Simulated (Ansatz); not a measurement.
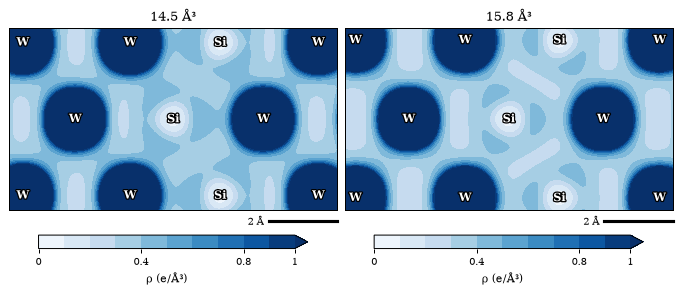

SiW₂. The valence charge density (pseudo) of cells scaled evenly to different volumes (given per atom above each panel), on the (110) plane of each (indices in the axes of the cell below), at one length scale and on one colour scale.

A generated structure, not necessarily the stable one.

These are results of Ansatz 0.2.0, DFT PBE, scalar-relativistic, plane waves, PAW, not measurements.

The largest cell:

```
Si W
1.0
     3.26397    0.00000    0.00000
     0.00000    3.26397    0.00000
     0.00000    0.00000    8.90340
Si W
2 4
Direct
  0.00000 0.50000 0.91690
  0.50000 0.00000 0.08310
  0.00000 0.50000 0.58781
  0.50000 0.00000 0.41219
  0.50000 0.00000 0.77288
  0.00000 0.50000 0.22712
```

| volume (Å³/atom) | Si–W contact in the plane (Å) | ρ at its midpoint (e/Å³) | pressure (GPa) | 
| --- | --- | --- | --- |
| 14.47 | 2.572 | 0.439 | 8.5 | 
| 14.91 | 2.596 | ? | ? | 
| 15.81 | 2.640 | 0.397 | −13.3 | 

What values belong in the row with question marks?

Answer. Over the known rows ln ρ falls by 1.48 per Å of Si–W distance (the line through the two), which gives 0.424 e/Å³ at 2.596 Å; the calculation gives 0.424 e/Å³. For the pressure, a straight line in volume between the neighbouring rows gives 1.3 GPa; the calculation gives 0.0, lower because pressure rises ever faster on compression.
